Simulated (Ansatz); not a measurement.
# Geometry relaxation, with input and output: Al$_{3}$Cu (part 2 of 2)

Continued. System: Al$_{3}$Cu (P4/mmm, 4 atoms in the cell). Method: DFT r2SCAN, scalar-relativistic, plane waves, PAW, no spin polarisation (Ansatz 0.2.0); cutoff 500 eV, 16×16×6 k-mesh, Gaussian smearing of 0.1 eV. The structure derives from a Materials Project entry.

Geometry of the input (Å; fractional positions):
```
2.7784  0.0000  0.0000
0.0000  2.7784  0.0000
0.0000  0.0000  7.5134
Al 0.0000  0.0000  0.5000
Al 0.5000  0.5000  0.2261
Al 0.5000  0.5000  0.7739
Cu 0.0000  0.0000  0.0000
```

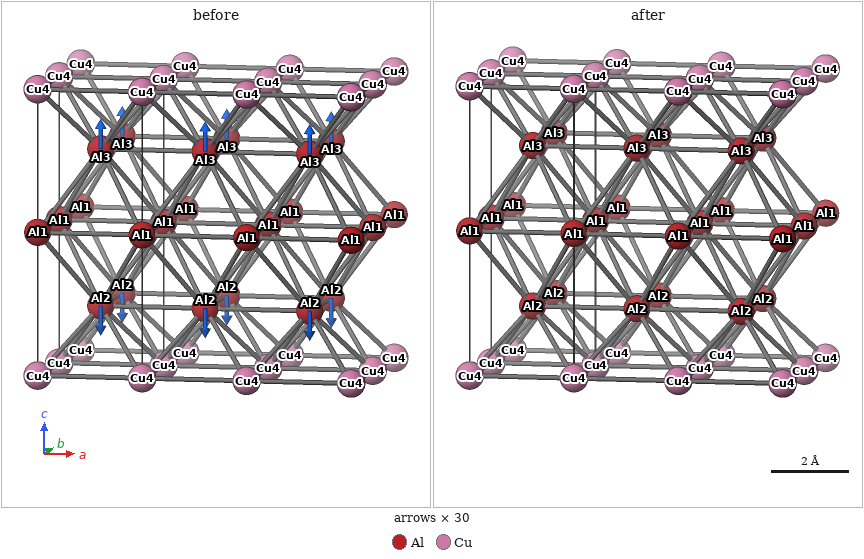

Fig. 1: Before (left) and after (right) the relaxation, at one scale (ball-and-stick view of the cell of the calculation, repeated 3 × 2 × 1, seen slightly off an axis). The blue arrows give the displacements (without the part carried along by the change of the cell), magnified 30 times. Over 2 geometry steps the energy falls by 1.7 meV per atom. The largest force component goes from 0.15 to 0.0012 eV/Å. Pressure: 0.49 GPa at the start and −0.02 GPa at the end. The largest moves relative to the cell, 0.026 Å, are those of Al2 and Al3. Cu stays in place. The volume changes by +0.7 %, with a = b 2.778 → 2.774 Å (−0.2 %), c 7.513 → 7.592 Å (+1.0 %). Among the contacts that change: Al1–Al2 2.845 → 2.878 Å, Al2–Cu4 2.597 → 2.589 Å, Al1–Al1 2.778 → 2.774 Å, Cu4–Cu4 2.778 → 2.774 Å. The space group stays P4/mmm (No. 123). A last SCF at the same geometry on a re-selected plane-wave basis shifts the energy by next to nothing (0.0 meV per atom). (Atoms are counted from 1 in the order of the input.)

```
basis re-selected at this cell: Δ(F+E_penalty+E_count) = -5.695e-5 eV, ΔP = +0.001 GPa vs the last step (what re-selecting the basis moved, of the pressure what is left beyond the Pulay correction that the steps carried, after the strain that the cell walked since its last selection, with what the two solves' SCF thresholds leave and, on support functions, any second-order correction that the steps lacked; it is no measure of the basis error at this ecutwfc). This SCF's stress stands 2.63e-2 GPa from its target on what of the cell is left free (relax.cell.stress_tol is 5.00e-2 GPa) and its largest allowed force component is 1.22e-3 eV/Å (relax.f_tol is 5.00e-3 eV/Å): within both
SCF converged after 6 iterations
Free energy (F): -8252.835697 eV
Harris-Foulkes:  -8252.835697 eV  (|F-HF|=4.00e-11)
Internal energy: -8252.828119 eV  (E = F + TS)
E sigma→0 (E₀):  -8252.831908 eV
Entropy (-TS):   -0.007577 eV (-1.894 meV/atom)
Fermi energy:    10.342130 eV
--- Per-component energies (eV) ---
  E_band       = -475.980142
  E_kinetic    = 370.778327
  E_local      = -7552.188895  (includes V_loc(G=0)·N_el)
  E_nonlocal   = 420.312310
  E_hartree    = 3494.199077
  E_xc         = -195.468814
  E_vxc        = -220.851545  (∫ρ·V_xc dr)
  E_paw        = -3094.325236  (= ΣΔE_a)
  E_vpaw       = -495.543892  (= ΣTr[D̂ρ^β])
  E_aug_tail   = 0.000145  (compensation charges beyond the density's cutoff)
  E_vtau       = 13.115685  (kinetic-family band-sum trace: ∫τ·v_τ [+ j·A + Jᵃ·Aᵃ] dr)
  E_ewald      = -1695.653601
  E_core_change = -0.481432  (= ΣΔE_core)
  E_smearing   = -0.007577  (= −TS)
  E_closure    = 0.000000  (closes the sum)
  Σ components = -8252.835697   (vs F -8252.835697, Δ=0.00e0)
--- Forces (eV/Å), atoms counted from 1 ---
  atom   1  Al     0.00000000     0.00000000     0.00000000
  atom   2  Al     0.00000000     0.00000000    -0.00122268
  atom   3  Al     0.00000000     0.00000000     0.00122268
  atom   4  Cu     0.00000000     0.00000000     0.00000000
  max |Σ_I F_I| component: 1.97e-31 eV/Å
--- Stress (GPa, compression-positive) ---
       -0.016390       0.000000       0.000000
        0.000000      -0.016390       0.000000
        0.000000       0.000000      -0.026294
  P = ⅓ Tr σ = -0.0197 GPa (-0.197 kbar)
--- Band table (eV; the first three rows and the last of 180) ---
  k-point 0: bands = ["-107.2212", "-63.0743", "-62.9956", "-62.9956", "-1.5996", "0.9439", "1.2881", "5.6503", "5.7092", "6.5966", "6.5966", "6.9945", "8.3275", "10.8759", "16.9797", "17.4797", "17.4797", "18.6224"]
  k-point 1: bands = ["-107.2212", "-63.0743", "-62.9956", "-62.9956", "-1.5235", "0.2860", "2.0739", "5.6156", "5.6504", "6.5966", "6.5966", "6.9945", "7.6788", "11.7405", "16.9786", "17.5526", "17.5526", "18.5940"]
  k-point 2: bands = ["-107.2212", "-63.0743", "-62.9956", "-62.9956", "-1.2968", "-0.3786", "3.1083", "5.1768", "5.6504", "6.5966", "6.5966", "6.8679", "6.9945", "13.3405", "16.9763", "17.6036", "17.7696", "17.7696"]
  k-point 179: bands = ["-107.2184", "-63.0705", "-63.0157", "-63.0157", "4.7398", "5.4563", "5.4563", "6.3117", "7.3743", "8.3549", "8.3549", "8.5216", "8.5216", "9.7954", "9.8057", "10.9417", "12.2931", "13.7380"]
--- Relaxed structure (3 steps of the walk, 3 accepted, 1 SCFs on fresh bases) ---
  F+E_penalty+E_count = -8252.83569682 eV   max|allowed force component| = 1.223e-3 eV/Å   (the final SCF, on the basis selected at the relaxed cell)
  cell:  # Å, volume = 58.4107 Å³
    - [2.77378086382936, 1.7279724039254974e-35, 0.0]
    - [1.7279724039254974e-35, 2.77378086382936, 0.0]
    - [0.0, 0.0, 7.591863113293255]
  atoms:
    - { symbol: Al, position: [-2.4369544448372854e-36, 4.332363457488507e-36, 0.5] }
    - { symbol: Al, position: [0.5, 0.5, 0.22264300058338868] }
    - { symbol: Al, position: [0.5, 0.5, 0.7773569994166114] }
    - { symbol: Cu, position: [-2.4369544448372854e-36, -4.332363457488507e-36, -1.1544192300841777e-19] }
```

Trajectory as extended XYZ (Å, eV, eV/Å), 4 frames, from step=1 to step=4:
```
4
Lattice="2.7784 0.0000 0.0000 0.0000 2.7784 0.0000 0.0000 0.0000 7.5134" Properties=species:S:1:pos:R:3:forces:R:3 step=1 energy=-8252.82902 pressure_GPa=0.49
Al    0.0000    0.0000    3.7567    0.0000   0.0000   0.0000
Al    1.3892    1.3892    1.6989    0.0000   0.0000  -0.1544
Al    1.3892    1.3892    5.8145    0.0000   0.0000   0.1544
Cu    0.0000    0.0000    0.0000    0.0000   0.0000   0.0000
4
Lattice="2.7760 0.0000 0.0000 0.0000 2.7760 0.0000 0.0000 0.0000 7.6042" Properties=species:S:1:pos:R:3:forces:R:3 step=2 energy=-8252.83535 pressure_GPa=-0.38
Al    0.0000    0.0000    3.8021    0.0000   0.0000   0.0000
Al    1.3880    1.3880    1.6941    0.0000   0.0000  -0.0144
Al    1.3880    1.3880    5.9100    0.0000   0.0000   0.0144
Cu    0.0000    0.0000    0.0000    0.0000   0.0000   0.0000
4
Lattice="2.7738 0.0000 0.0000 0.0000 2.7738 0.0000 0.0000 0.0000 7.5919" Properties=species:S:1:pos:R:3:forces:R:3 step=3 energy=-8252.83564 pressure_GPa=-0.02
Al    0.0000    0.0000    3.7959    0.0000   0.0000   0.0000
Al    1.3869    1.3869    1.6903    0.0000   0.0000  -0.0010
Al    1.3869    1.3869    5.9016    0.0000   0.0000   0.0010
Cu    0.0000    0.0000    0.0000    0.0000   0.0000   0.0000
4
Lattice="2.7738 0.0000 0.0000 0.0000 2.7738 0.0000 0.0000 0.0000 7.5919" Properties=species:S:1:pos:R:3:forces:R:3 step=4 energy=-8252.83570 pressure_GPa=-0.02
Al    0.0000    0.0000    3.7959    0.0000   0.0000   0.0000
Al    1.3869    1.3869    1.6903    0.0000   0.0000  -0.0012
Al    1.3869    1.3869    5.9016    0.0000   0.0000   0.0012
Cu    0.0000    0.0000    0.0000    0.0000   0.0000   0.0000
```

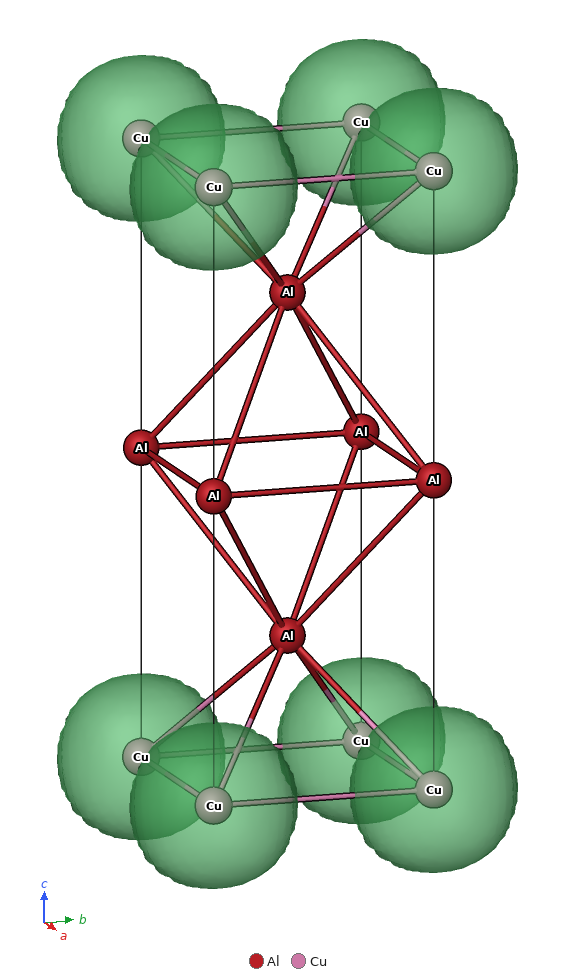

Fig. 2: Isosurface of the valence pseudo-density at 0.4 e/Å³ (green), seen slightly off an axis. Sticks mark near contacts. The outline is the cell set on symmetry axes. At this value the density breaks into separate islands; it holds about 60 % of the electrons treated as valence (semicore included). It is pinched off along the Al–Cu (2.59 Å), Al–Al (2.77 Å), Cu–Cu (2.77 Å) and Al–Al (2.88 Å) contacts. On the grid the lowest density along these lines, outside the cores, is 0.23 e/Å³ (Al–Cu, 2.59 Å), 0.22 e/Å³ (Al–Al, 2.77 Å), 0.22 e/Å³ (Cu–Cu, 2.77 Å) and 0.2 e/Å³ (Al–Al, 2.88 Å). The fields are those of the smooth PAW valence density.

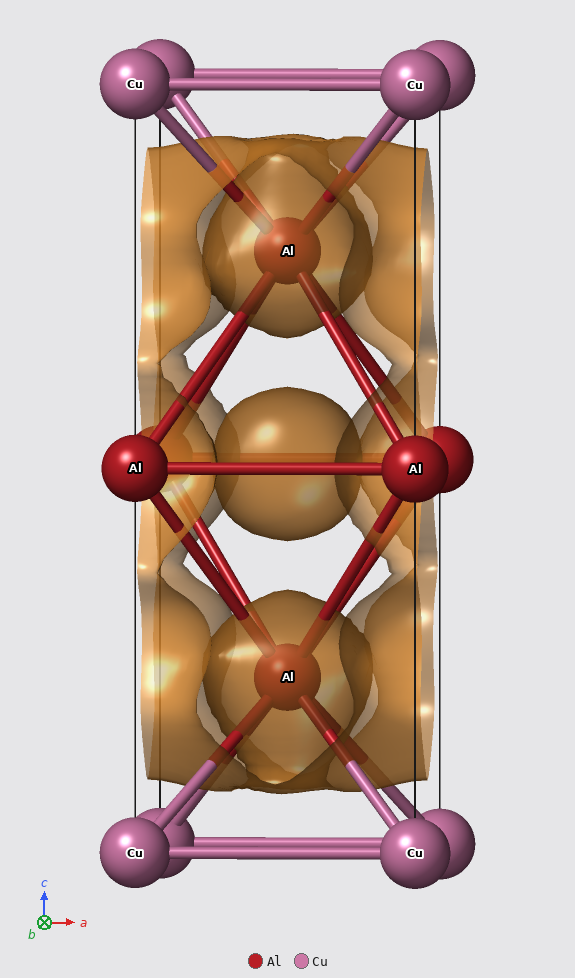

Fig. 3: Isosurface of the electron localisation function at 0.45 (orange), seen at an oblique angle. Only the valence region is drawn (cores and ρ < 0.01 e/Å³ removed). Sticks mark near contacts. The outline is the cell set on symmetry axes. Values along the shortest contacts: Al–Cu (2.59 Å): the ELF is about 0.45 at the midpoint (metallic bonding. Al–Al (2.77 Å): the ELF peaks at about 0.65 between the atoms.

Summary:

- outcome: converged
- space group (tolerance 0.01 Å): P4/mmm (123)
- electrons treated: 28
- free energy: −8252.8357 eV
- Fermi energy: 10.342 eV
- gap on the k-point mesh: none (metallic)
- pressure: −0.02 GPa
- final volume: 58.41 Å³
- largest force (length of the vector) at the end: 0.001 eV/Å
- final cell: a = 2.774 Å, b = 2.774 Å, c = 7.592 Å, α = 90.00°, β = 90.00°, γ = 90.00°
- hardware: 1 thread of Intel Xeon @ 2.50GHz (Skylake/Cascade Lake), 189 GiB of memory available, shared host
- wall time: 3.8 min
- peak memory: 0.68 GiB
